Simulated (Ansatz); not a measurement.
**What a change does: single-point calculation on Mo**

System: Mo (Fddd, 2 atoms in the cell).
Method of the first run: DFT, LDA (PW92), plane waves (420 eV) with PAW, scalar-relativistic, no spin polarisation (Ansatz 0.2.0).

Text and figures count atoms from 1; the logs count them from 0 in places.

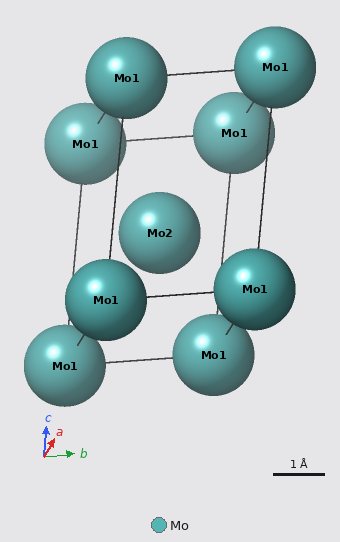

Fig. 1: The input geometry (spheres-only view of the reduced cell, seen at an oblique angle; atoms are numbered from 1 in the order of the input).

### The input, the first run
```yaml
crystal:
  lattice:
    - [-1.8879010717, 1.8877487679, 1.3036405554]
    - [1.8877487679, -1.8879010717, 1.3036405554]
    - [3.1105723228, 3.1105723228, -1.3039195001]
  atoms:
    - { symbol: Mo, position: [0.9999662344, 3.37656e-05, 0.0] }
    - { symbol: Mo, position: [0.7500337656, 0.2499662344, 0.5] }
hamiltonian:
  xc: lda
  pseudopotentials:
    kind: paw
    azcp:
      Mo: "pseudopotentials/Mo.paw.azcp"
basis:
  ecutwfc: 420
  fft_grid_basis: typed
kpoints:
  mp_grid: { grid: [16, 16, 8], shift: [0, 0, 0] }
magnetization:
  spin_polarized: false
scf:
  occupations: { method: fermi_dirac, width: 0.1 }
  lower_state_search: "off"
output:
  stress: true
  write_density: true
  write_potential: true
  elf: true
  volumetric_format: npy
```

Hardware: 2 threads of an Arm (aarch64) CPU, shared host.

### Output, shortened to warnings, some set-up lines, iterations and results (the first run)
```
Warning: [file] the record states the generating functional pbe (its physics header spells it `PBE`), which answers neither for hamiltonian.xc's functional nor for the lda family's — results may be inconsistent (PPs are generated against a specific XC)
Basis set: ecut = 420 eV, 591 PW (Γ)
Symmetry: 4 space group operations
k-points: 554 of 2048
Initial density: superposition of atomic densities (neutral atoms: chi_scale 0, normalization atom), corrected by the library's trained network
[...]
SCF iter   1: F=—  HF=-9685.271142 eV  |F-HF|=—  |Δ(HF+E_count)|=         —  Δρ=7.52e-3  dr2=4.46e-3  ethr=1.77e-3  ⟨swp⟩=5.1  Hψ=45480  notcnv=0
SCF iter   2: F=—  HF=-9685.270277 eV  |F-HF|=—  |Δ(HF+E_count)|=   8.65e-4  Δρ=4.21e-3  dr2=1.46e-3  ethr=1.59e-5  ⟨swp⟩=1.1  Hψ=14699  notcnv=0
SCF iter   3: F=—  HF=-9685.270094 eV  |F-HF|=—  |Δ(HF+E_count)|=   1.83e-4  Δρ=4.78e-4  dr2=5.35e-5  ethr=5.21e-6  ⟨swp⟩=2.0  Hψ=17761  notcnv=0
SCF iter   4: F=—  HF=-9685.270073 eV  |F-HF|=—  |Δ(HF+E_count)|=   2.07e-5  Δρ=1.07e-4  dr2=1.43e-6  ethr=1.91e-7  ⟨swp⟩=2.0  Hψ=16552  notcnv=0
SCF iter   5: F=-9685.270073 eV  HF=-9685.270073 eV  |F-HF|=7.75e-8  |Δ(HF+E_count)|=   1.13e-7  Δρ=2.21e-5  dr2=9.04e-8  ethr=5.12e-9  ⟨swp⟩=2.3  Hψ=17821  notcnv=0
SCF iter   6: F=-9685.270073 eV  HF=-9685.270073 eV  |F-HF|=2.21e-9  |Δ(HF+E_count)|=   3.91e-8  Δρ=4.49e-6  dr2=2.74e-9  ethr=3.23e-10  ⟨swp⟩=5.0  Hψ=59064  notcnv=0
SCF 1 converged in 6 iterations: F = -9685.270073 eV  dr2 = 2.74e-9
SCF converged after 6 iterations
Free energy (F): -9685.270073 eV
Harris-Foulkes:  -9685.270073 eV  (|F-HF|=2.21e-9)
Internal energy: -9685.221125 eV  (E = F + TS)
E sigma→0 (E₀):  -9685.245599 eV
Entropy (-TS):   -0.048948 eV (-24.474 meV/atom)
Fermi energy:    21.136514 eV
--- Per-component energies (eV) ---
  E_band       = -101.319389
  E_kinetic    = 886.156543
  E_local      = -1566.240845  (includes V_loc(G=0)·N_el)
  E_nonlocal   = 296.849792
  E_hartree    = 518.097096
  E_xc         = -365.778218
  E_vxc        = -458.551229  (∫ρ·V_xc dr)
  E_paw        = -6179.422640  (= ΣΔE_a)
  E_vpaw       = -295.725937  (= ΣTr[D̂ρ^β])
  E_aug_tail   = 0.000063  (compensation charges beyond the density's cutoff)
  E_ewald      = -3275.828549
  E_core_change = 0.945632  (= ΣΔE_core)
  E_smearing   = -0.048948  (= −TS)
  E_closure    = 0.000000  (closes the sum)
  Σ components = -9685.270073   (vs F -9685.270073, Δ=0.00e0)
--- Stress (GPa, compression-positive) ---
       -0.017940       0.073621      -0.013270
        0.073621      -0.017940      -0.013270
       -0.013270      -0.013270      -0.133204
  P = ⅓ Tr σ = -0.0564 GPa (-0.564 kbar)
```

The input of the second run differs as follows (lines with − go, lines with + come):
```diff
-    - [-1.8879010717, 1.8877487679, 1.3036405554]
-    - [1.8877487679, -1.8879010717, 1.3036405554]
-    - [3.1105723228, 3.1105723228, -1.3039195001]
+    - [-1.9369592534, 1.9368029919, 1.3375163957]
+    - [1.9368029919, -1.9369592534, 1.3375163957]
+    - [3.1914023115, 3.1914023115, -1.3378025889]
```

How does the second run compare with the first run?

With the same functional and potentials, the second run lies 73.8 meV per atom higher. The pressure goes from −0.06 to −18.04 GPa. The volume per atom goes from 15.31 to 16.53 Å³. The cell is scaled evenly with the atoms at fixed fractional positions, so −ΔP/Δ ln V estimates the bulk modulus midway between the two volumes: about 230 GPa. The number of SCF iterations is the same. The plane waves at Γ go from 591 to 635.

### Output, shortened to warnings, some set-up lines, iterations and results (the second run)
```
Warning: [file] the record states the generating functional pbe (its physics header spells it `PBE`), which answers neither for hamiltonian.xc's functional nor for the lda family's — results may be inconsistent (PPs are generated against a specific XC)
Basis set: ecut = 420 eV, 635 PW (Γ)
Symmetry: 4 space group operations
k-points: 554 of 2048
Initial density: superposition of atomic densities (neutral atoms: chi_scale 0, normalization atom), corrected by the library's trained network
[...]
SCF iter   1: F=—  HF=-9685.123293 eV  |F-HF|=—  |Δ(HF+E_count)|=         —  Δρ=7.32e-3  dr2=4.60e-3  ethr=1.77e-3  ⟨swp⟩=5.1  Hψ=45610  notcnv=0
SCF iter   2: F=—  HF=-9685.122573 eV  |F-HF|=—  |Δ(HF+E_count)|=   7.20e-4  Δρ=4.04e-3  dr2=1.43e-3  ethr=1.64e-5  ⟨swp⟩=1.2  Hψ=14891  notcnv=0
SCF iter   3: F=—  HF=-9685.122389 eV  |F-HF|=—  |Δ(HF+E_count)|=   1.83e-4  Δρ=4.13e-4  dr2=4.54e-5  ethr=5.12e-6  ⟨swp⟩=2.0  Hψ=17606  notcnv=0
SCF iter   4: F=—  HF=-9685.122374 eV  |F-HF|=—  |Δ(HF+E_count)|=   1.59e-5  Δρ=8.49e-5  dr2=1.04e-6  ethr=1.62e-7  ⟨swp⟩=2.0  Hψ=16606  notcnv=0
SCF iter   5: F=-9685.122374 eV  HF=-9685.122374 eV  |F-HF|=3.95e-8  |Δ(HF+E_count)|=   2.88e-7  Δρ=1.56e-5  dr2=5.19e-8  ethr=3.73e-9  ⟨swp⟩=2.1  Hψ=17530  notcnv=0
SCF iter   6: F=-9685.122374 eV  HF=-9685.122374 eV  |F-HF|=1.28e-9  |Δ(HF+E_count)|=   1.78e-8  Δρ=3.38e-6  dr2=1.76e-9  ethr=1.85e-10  ⟨swp⟩=5.0  Hψ=56589  notcnv=0
SCF 1 converged in 6 iterations: F = -9685.122374 eV  dr2 = 1.76e-9
SCF converged after 6 iterations
Free energy (F): -9685.122374 eV
Harris-Foulkes:  -9685.122374 eV  (|F-HF|=1.28e-9)
Internal energy: -9685.070224 eV  (E = F + TS)
E sigma→0 (E₀):  -9685.096299 eV
Entropy (-TS):   -0.052150 eV (-26.075 meV/atom)
Fermi energy:    19.272929 eV
--- Per-component energies (eV) ---
  E_band       = -151.077358
  E_kinetic    = 879.325846
  E_local      = -1676.361426  (includes V_loc(G=0)·N_el)
  E_nonlocal   = 295.749826
  E_hartree    = 550.099059
  E_xc         = -363.337034
  E_vxc        = -455.345300  (∫ρ·V_xc dr)
  E_paw        = -6178.631931  (= ΣΔE_a)
  E_vpaw       = -294.642836  (= ΣTr[D̂ρ^β])
  E_aug_tail   = 0.000065  (compensation charges beyond the density's cutoff)
  E_ewald      = -3192.860262
  E_core_change = 0.945632  (= ΣΔE_core)
  E_smearing   = -0.052150  (= −TS)
  E_closure    = 0.000000  (closes the sum)
  Σ components = -9685.122374   (vs F -9685.122374, Δ=0.00e0)
--- Stress (GPa, compression-positive) ---
      -17.938554      -0.797776      -0.008853
       -0.797776     -17.938554      -0.008853
       -0.008853      -0.008853     -18.234052
  P = ⅓ Tr σ = -18.0371 GPa (-180.371 kbar)
```

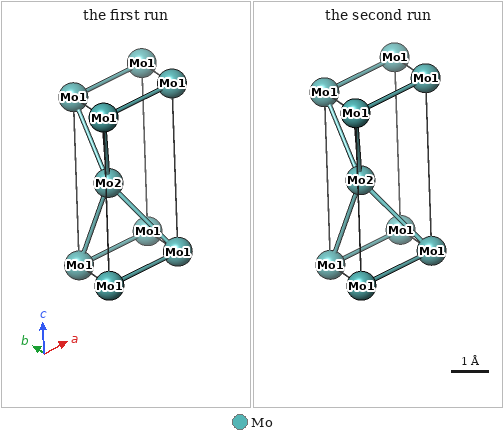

Fig. 2: The two input geometries at one scale (ball-and-stick view of the reduced cell, seen slightly off an axis). The atoms keep their places relative to the cell (all moves are under 0.005 Å). Cell: a 2.607 → 2.675 Å (+2.6 %), b 2.971 → 3.048 Å (+2.6 %), c 4.588 → 4.707 Å (+2.6 %). Volume +8.0 %. Among the contacts that change: Mo1–Mo2 2.654 → 2.723 Å, Mo1–Mo1 2.607 → 2.675 Å.

### The two runs side by side

| quantity | the first run | the second run |
| --- | --- | --- |
| outcome | converged | converged |
| free energy per atom (eV) | −4842.6350 | −4842.5612 |
| energy per atom, smearing taken to zero (eV) | −4842.6228 | −4842.5481 |
| pressure (GPa) | −0.06 | −18.04 |
| volume per atom (Å³) | 15.31 | 16.53 |
| SCF iterations | 6 | 6 |
| irreducible k-points | 554 | 554 |
| plane waves at Γ | 591 | 635 |
| wall time (shared host) | 9.2 s | 9.7 s |

For both runs: Warnings: the PAW datasets were made with another functional. For the second run: The cell is under a tension of 18.0 GPa at this level, so it is not at its equilibrium volume.
